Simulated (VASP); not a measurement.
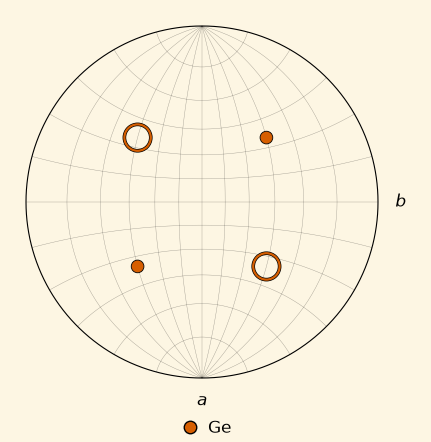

Crystal: Ge, the geometry relaxed with VASP Kohn-Sham DFT of a periodic cell, LDA, VASP PAW LDA potentials, recommended (VASP). Directions from one germanium atom at (1/4, 1/4, 1/4) to its bonded neighbours, in stereographic projection down c (filled: above the plane of the page or in it, open: below). All values are computed from the atomic coordinates in the standard setting (tolerance 0.002 Å).

Neighbours are counted up to 2.73 Å for Ge.

```yaml
crystal:
  lattice:
    - [5.62633, 0.00000, 0.00000]
    - [0.00000, 5.62633, 0.00000]
    - [0.00000, 0.00000, 5.62633]
  atoms:
    - { symbol: Ge, position: [0.25000, 0.25000, 0.25000] }
    - { symbol: Ge, position: [0.00000, 0.00000, 0.00000] }
    - { symbol: Ge, position: [0.25000, 0.75000, 0.75000] }
    - { symbol: Ge, position: [0.00000, 0.50000, 0.50000] }
    - { symbol: Ge, position: [0.75000, 0.25000, 0.75000] }
    - { symbol: Ge, position: [0.50000, 0.00000, 0.50000] }
    - { symbol: Ge, position: [0.75000, 0.75000, 0.25000] }
    - { symbol: Ge, position: [0.50000, 0.50000, 0.00000] }
```

**How many neighbours are there, and at what angles?**

4: 4 Ge at 2.44 Å. Angles between bonds: 109° (6×).

**What is the site's symmetry in the crystal?**

Point group -43m (Td), order 24: three −4 axes, four threefold axes, six mirror planes. In Fd-3m, No. 227, origin choice 1 this is Wyckoff position 8a.
